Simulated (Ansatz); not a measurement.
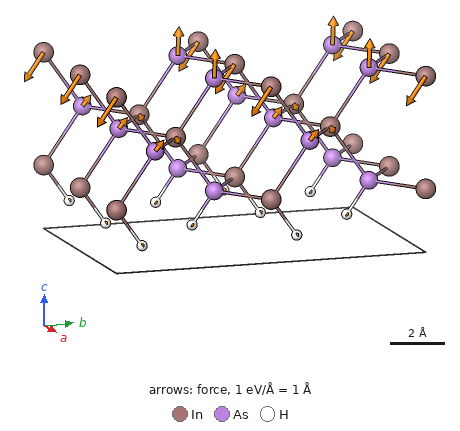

Starting geometry of a slab of composition In3As3H2 (cut from the F-43m phase) with the computed forces as orange arrows. A ball-and-stick model of the cell of the calculation, outlined in the plane, without the vacuum (origin shifted), seen slightly off an axis.

Case: clean slab, lower planes held. The slab is the (1 1 0) face of InAs. 8 atoms are held fixed.

Method: DFT PBE+D3(BJ), scalar-relativistic, plane waves, PAW in Ansatz. Set-up: plane-wave cutoff 420 eV; k-point mesh 2 × 2 × 1; occupations gaussian; smearing width 0.1 eV; no spin polarisation; dipole correction; atoms relaxed in a fixed cell; force threshold 0.03 eV/Å; at most 70 steps.

**Is this structure relaxed? If not, where do the atoms go?**

It isn't relaxed: the largest force vector, on In atoms, is 1.36 eV/Å. The final displacements follow the starting forces only in part (cosine between the two patterns 0.73). The largest moves, 0.72 Å, are those of In atoms. Largest moves by element: In 0.72 Å, As 0.42 Å, H 0.04 Å. The cell doesn't change. Some distances before and after: As–In 2.647 → 2.690 Å, As–In 2.647 → 2.610 Å, As–In 2.647 → 2.659 Å. Among the angles between lasting bonds that change: In–As–In 109.5° → 89.9°, As–In–As 109.5° → 123.8°, In–As–In 109.5° → 96.2°. After 5 geometry steps the energy has fallen by 2.547 eV per cell of the calculation. Largest force component: 1.1 eV/Å at the start, 0.026 eV/Å at the end. The run took 80 s on 8 threads of Intel(R) Xeon(R) Platinum 8488C (Sapphire Rapids), with other jobs on the host, peak memory 8.2 GiB.
